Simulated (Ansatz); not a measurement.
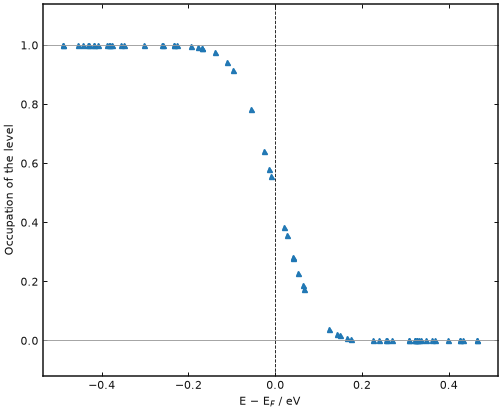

Occupations of the one-electron levels of the k mesh against their energy, from a run on V, space group P6_3/mmc (No. 194), 2 atoms in the cell, with Ansatz.

Q: Name the smearing function and its width.

A: Gaussian smearing with a width of 0.1 eV. The occupations stay between 0 and 1 and die off fast, as an error function; the slope at the Fermi level is 1/(√π × width).
